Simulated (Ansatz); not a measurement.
A series of calculations on PbO

Part 1: Scan

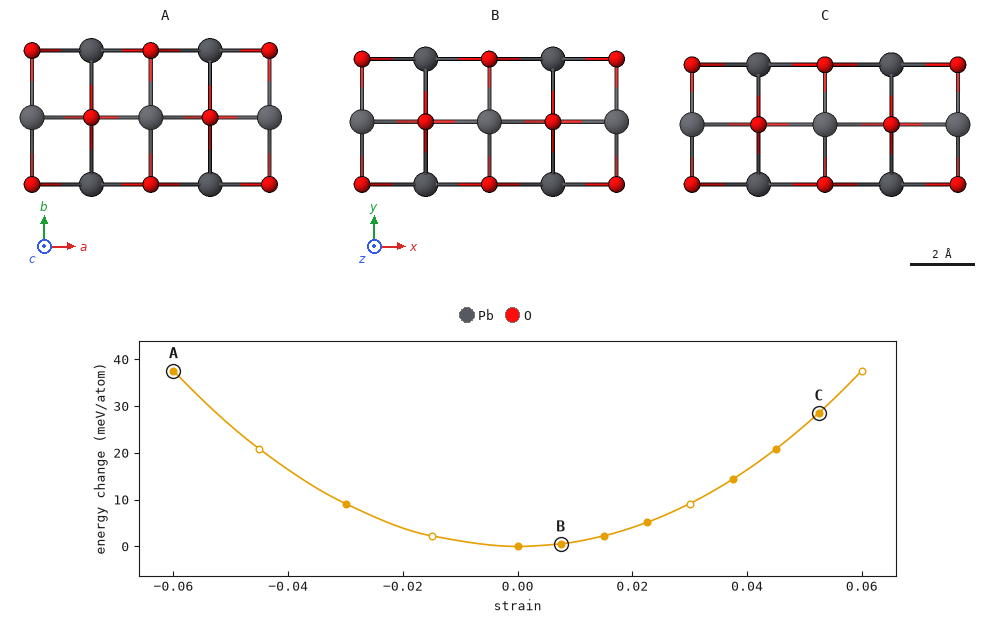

A scan of a crystal of PbO (P4/nmm): the cell is strained along x and oppositely along y, with the atoms kept at their fractional coordinates. x, y and z are the Cartesian axes of the input. The lettered frames are marked on the plot. Hollow markers are points alike by symmetry, not computed again. Style: ball-and-stick. Shown: the cell of the calculation, repeated 2 × 1 × 2 with one cell outlined, along the c axis.

Theory: Ansatz, DFT PBE, scalar-relativistic, plane waves, PAW. Settings: plane-wave cutoff 420 eV; k-point mesh 8 × 8 × 6; occupations gaussian; smearing width 0.05 eV; no spin polarisation. Energies (free energies at the smearing named) are counted from the cell as listed in its source, which wasn't relaxed.

### What does the scan show?

Of the computed points the lowest is at the strain 0.00, 0.0 meV/atom. At the ends of the scan the energy is 37.6 meV/atom (−0.06) and 37.6 meV/atom (0.06). The unrelaxed reference is under a pressure of 4.9 GPa. The distortion takes the space group from P4/nmm to Pmmn. At the strain −0.06 the cell of the drawing goes a 3.974 → 3.736 Å, b 3.974 → 4.213 Å.

Limits of the set-up: layers or molecules are held without a dispersion correction, so their spacing is unreliable.

Part 2: Scan

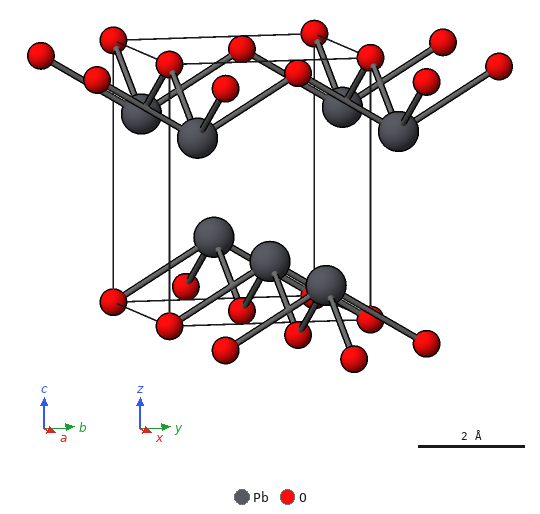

Energy scan for a crystal of PbO (P4/nmm), in which the cell is strained equally along x and y and separately along z, with the atoms kept at their fractional coordinates. x, y and z are the Cartesian axes of the input. The picture shows the reference cell. Style: ball-and-stick. Shown: the cell of the calculation, repeated 2 × 1 × 1 with one cell outlined, slightly off an axis.

These are results of DFT PBEsol, scalar-relativistic, plane waves, PAW in Ansatz, not measurements. Set-up: plane-wave cutoff 420 eV; k-point mesh 8 × 8 × 6; occupations gaussian; smearing width 0.05 eV; no spin polarisation. Energies (free energies at the smearing named) are counted from the cell as listed in its source, which wasn't relaxed.

Input
```yaml
crystal:
  lattice:
    - [3.9744, 0.0, 0.0]
    - [0.0, 3.9744, 0.0]
    - [0.0, 0.0, 5.022]
  atoms:
    - { symbol: Pb, position: [0.0, 0.5, 0.2351] }
    - { symbol: Pb, position: [0.5, 0.0, 0.7649] }
    - { symbol: O, position: [0.0, 0.0, 0.0] }
    - { symbol: O, position: [0.5, 0.5, 0.0] }
basis:
  ecutwfc: 420
kpoints:
  mp_grid: { grid: [8, 8, 6] }
hamiltonian:
  xc: pbesol
scf:
  occupations: { method: gaussian, width: 0.05 }
output:
  forces: true
  stress: true
  eigenvalues: true
```

Run as
```bash
ansatz run input.yaml --threads 1 --pin off --max-ram 2560MiB --backend cpu --events-out ev --progress --plain --runs-dir out
```

Q: Give the energy at each point on a grid with rows −0.030, −0.015, 0.000, 0.015, 0.030 and columns −0.030, −0.015, 0.000, 0.015, 0.030 (strain along x and y; strain along z).

A: Rows: strain along x and y; columns: strain along z; values in meV/atom.

```tsv
	−0.030	−0.015	0.000	0.015	0.030
−0.030	58.2	43.6	32.3	24.1	19.0
−0.015	26.3	16.5	9.6	5.6	4.5
0.000	8.5	2.9	0.0	−0.3	2.1
0.015	3.1	1.3	2.0	5.1	10.6
0.030	8.8	10.4	14.2	20.3	28.5
```

In pairs of (strain along x and y; strain along z): the lowest computed point lies at (0.000, 0.015) (−0.3 meV/atom), the highest at (−0.030, −0.030) (58.2 meV/atom). The valley is tilted: raising the in-plane strain is made harder by raising the strain along z (cross term 0.68 of the geometric mean of the two curvatures). Over the ranges scanned the energy rises more along the first axis, the in-plane strain. The pressure runs from −5.4 GPa at (0.030, 0.030) to 10.6 GPa at (−0.030, −0.030).

As a map, interpolated between the computed points (dots):

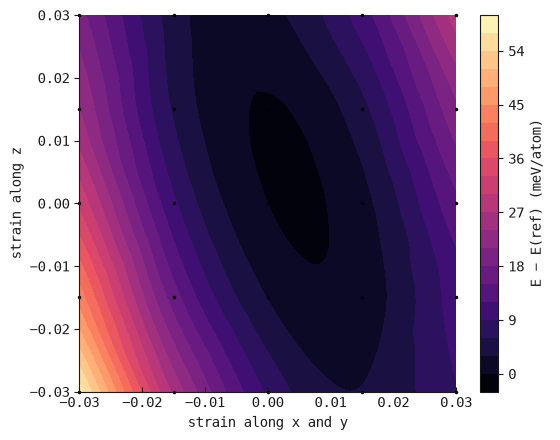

Limits of the set-up: layers or molecules are held without a dispersion correction, so their spacing is unreliable.

Part 3: Energy map

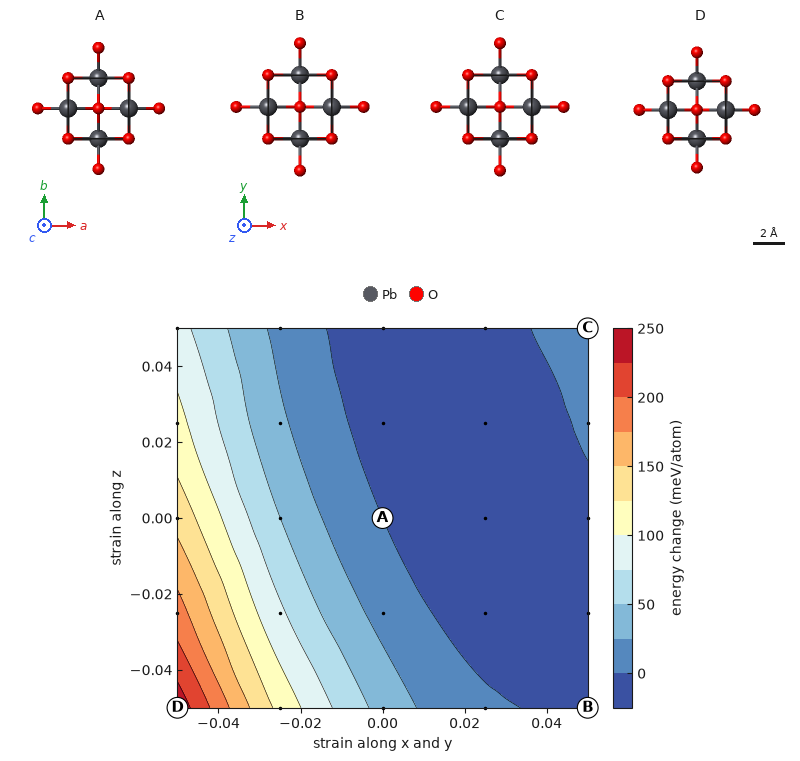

A crystal of PbO (P4/nmm): the cell is strained equally along x and y and separately along z, with the atoms kept at their fractional coordinates. x, y and z are the Cartesian axes of the input. The map is interpolated between the computed points (dots). The lettered frames are marked on it. The picture is a ball-and-stick view of the cell of the calculation, seen along the c axis.

These are results of DFT PBE, scalar-relativistic, plane waves, PAW (Ansatz), not measurements. Set-up: plane-wave cutoff 420 eV; k-point mesh 8 × 8 × 6; occupations gaussian; smearing width 0.05 eV; no spin polarisation. Energies (free energies at the smearing named) are counted from the cell as listed in its source, which wasn't relaxed.

What does the map show?

In pairs of (strain along x and y; strain along z): the lowest computed point lies at (0.025, 0.000) (−16.2 meV/atom), the highest at (−0.050, −0.050) (240.8 meV/atom). The valley is tilted: raising the in-plane strain is made harder by raising the strain along z (cross term 0.63 of the geometric mean of the two curvatures). Over the ranges scanned the energy rises more along the first axis, the in-plane strain. The pressure runs from −5.2 GPa at (0.050, 0.050) to 25.0 GPa at (−0.050, −0.050). The frames lie at A (0.000, 0.000): 0.0 meV/atom, B (0.050, −0.050): −2.9 meV/atom, C (0.050, 0.050): 16.8 meV/atom, D (−0.050, −0.050): 240.8 meV/atom.

The computed points:

Rows: strain along x and y; columns: strain along z; values in meV/atom.

```
        −0.050  −0.025  0.000  0.025  0.050
−0.050   240.8   185.8  141.5  107.7   83.7
−0.025   118.2    79.6   50.2   29.8   18.0
 0.000    42.0    17.0    0.0   −9.2  −10.9
 0.025     3.9    −9.7  −16.2  −16.1   −9.5
 0.050    −2.9    −6.7   −4.6    3.3   16.8
```

Limits of the set-up: layers or molecules are held without a dispersion correction, so their spacing is unreliable.
